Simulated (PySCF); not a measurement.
# C8H6 (phenylacetylene): levels of theory compared

Wanted: a comparison of 6 runs (B3LYP/def2-SVP, BHLYP/def2-SVP, BLYP/def2-SVP, M06-2X/def2-SVP, PBE/def2-SVP, TPSS/def2-SVP) of C8H6 (phenylacetylene). The job is set up through a Python script.

The results are computed with PySCF 2.14.0.

**1. Starting point**

C8H6 has 14 atoms, charge 0, and is taken as a singlet. SMILES: `C#Cc1ccccc1`. The coordinates come from a PBE0-D4/def2-TZVP relaxation.

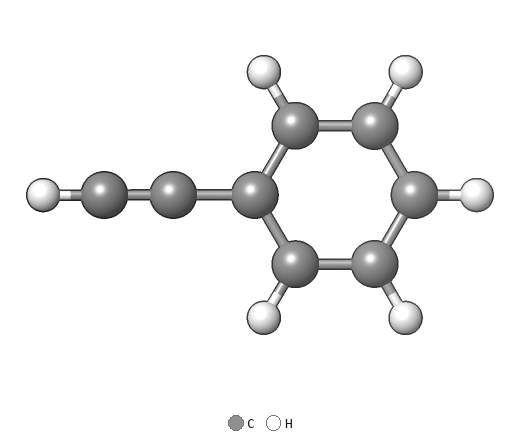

Viewed from a chosen angle; carbon grey, hydrogen white.

**2. The energy at B3LYP/def2-SVP (run 1)**

File calc.py:

```python
# C#Cc1ccccc1
from pyscf import gto, dft

mol = gto.M(
    atom='''
C    1.321700  -0.516220   3.030340
C    0.846540  -0.329910   1.941510
C    0.284430  -0.110460   0.652900
C    0.565160   1.063620  -0.050590
C    0.016910   1.272570  -1.303650
C   -0.815590   0.318090  -1.870740
C   -1.098920  -0.850330  -1.177760
C   -0.554700  -1.066960   0.075730
H    1.742160  -0.681210   3.993830
H    1.215600   1.804800   0.397500
H    0.240780   2.186580  -1.841420
H   -1.243440   0.484750  -2.852480
H   -1.748640  -1.598470  -1.616930
H   -0.771970  -1.976820   0.621750
''',
    verbose=4,
    max_memory=1860,
    charge=0,
    basis='def2-svp',
)

mf = dft.RKS(mol, xc='b3lyp')
mf.grids.level = 5
mf.conv_tol = 1e-10
mf.kernel()
if not mf.converged:
    mf = mf.newton().run(mf.mo_coeff, mf.mo_occ)

etot = mf.e_tot
print('Final energy', etot)
```

Launch:

```console
$ OMP_NUM_THREADS=1 python calc.py
```

Output:

```text
PySCF version 2.14.0

[... 84 lines left out ...]
converged SCF energy = -308.173985659545
Final energy -308.1739856595452
```

It took 43 s on 1 thread of Intel Xeon at 2.70GHz, shared host; peak memory 0.93 GiB.

**3. A single-point energy at BHLYP/def2-SVP (run 2)**

File run.py:

```python
# C#Cc1ccccc1
from pyscf import gto, dft

system = gto.Mole()
system.atom = '''
C    1.321700  -0.516220   3.030340
C    0.846540  -0.329910   1.941510
C    0.284430  -0.110460   0.652900
C    0.565160   1.063620  -0.050590
C    0.016910   1.272570  -1.303650
C   -0.815590   0.318090  -1.870740
C   -1.098920  -0.850330  -1.177760
C   -0.554700  -1.066960   0.075730
H    1.742160  -0.681210   3.993830
H    1.215600   1.804800   0.397500
H    0.240780   2.186580  -1.841420
H   -1.243440   0.484750  -2.852480
H   -1.748640  -1.598470  -1.616930
H   -0.771970  -1.976820   0.621750
'''
system.max_memory = 1860
system.charge = 0
system.spin = 0
system.verbose = 4
system.basis = 'def2-svp'
system.build()

mf = dft.RKS(system, xc='bhandhlyp')
mf.grids.level = 5
mf.conv_tol = 1e-10
mf.kernel()
if not mf.converged:
    mf = mf.newton().run(mf.mo_coeff, mf.mo_occ)

energy = mf.e_tot
print('E = %.10f Eh' % energy)
```

Launch:

```console
$ OMP_NUM_THREADS=1 python run.py
```

Output:

```text
PySCF version 2.14.0

[... 84 lines left out ...]
converged SCF energy = -307.978594904873
E = -307.9785949049 Eh
```

It took 40 s on 1 thread of Intel Xeon at 2.70GHz, shared host; peak memory 0.93 GiB.

Runs 3 to 5 aren't shown in full; the table further down has their settings and results.

**4. The energy at TPSS/def2-SVP (run 6)**

File input.py:

```python
from pyscf import gto, dft

mol = gto.M(
    atom='''
C      1.321700    -0.516220     3.030340
C      0.846540    -0.329910     1.941510
C      0.284430    -0.110460     0.652900
C      0.565160     1.063620    -0.050590
C      0.016910     1.272570    -1.303650
C     -0.815590     0.318090    -1.870740
C     -1.098920    -0.850330    -1.177760
C     -0.554700    -1.066960     0.075730
H      1.742160    -0.681210     3.993830
H      1.215600     1.804800     0.397500
H      0.240780     2.186580    -1.841420
H     -1.243440     0.484750    -2.852480
H     -1.748640    -1.598470    -1.616930
H     -0.771970    -1.976820     0.621750
''',
    max_memory=1860,
    verbose=3,
    charge=0,
    spin=0,
    basis='def2-svp',
)

mf = dft.RKS(mol)
mf.xc = 'tpss'
mf.conv_tol = 1e-10
mf.grids.level = 5
mf.kernel()
if not mf.converged:
    mf = mf.newton().run(mf.mo_coeff, mf.mo_occ)

e_final = mf.e_tot
print('E = %.10f Eh' % e_final)
```

Launch:

```console
$ OMP_NUM_THREADS=1 python input.py
```

Output:

```text
converged SCF energy = -308.234278358906
E = -308.2342783589 Eh
```

It took 98 s on 1 thread of Intel Xeon at 2.70GHz, shared host; peak memory 1 GiB.

**5. All runs side by side**

```csv
run,level,energy (Eh),dipole moment (D),HOMO energy (eV),LUMO energy (eV),wall time
1,B3LYP/def2-SVP,-308.173986,0.65,-6.58,-1.03,43 s
2,BHLYP/def2-SVP,-307.978595,0.67,-7.61,0.14,40 s
3,BLYP/def2-SVP,-308.033131,0.63,-5.60,-1.52,56 s
4,M06-2X/def2-SVP,-308.031719,0.63,-7.91,-0.11,73 s
5,PBE/def2-SVP,-307.767837,0.63,-5.85,-1.74,56 s
6,TPSS/def2-SVP,-308.234278,0.63,-5.82,-1.58,98 s
```

**6. Outcome**

```
            quantity          value
 run 6: total energy  -308.23428 Eh
run 6: dipole moment         0.63 D
  run 6: HOMO energy       -5.82 eV
  run 6: LUMO energy       -1.58 eV
run 6: HOMO–LUMO gap        4.24 eV
```

In words: The dipole moment (its size) runs from 0.63 D (TPSS/def2-SVP) to 0.67 D (BHLYP/def2-SVP). The HOMO–LUMO gap runs from 4.09 eV (BLYP/def2-SVP) to 7.81 eV (M06-2X/def2-SVP). Totals of different functionals can't be ranked against each other. All runs together took 6.1 min, the longest 98 s.
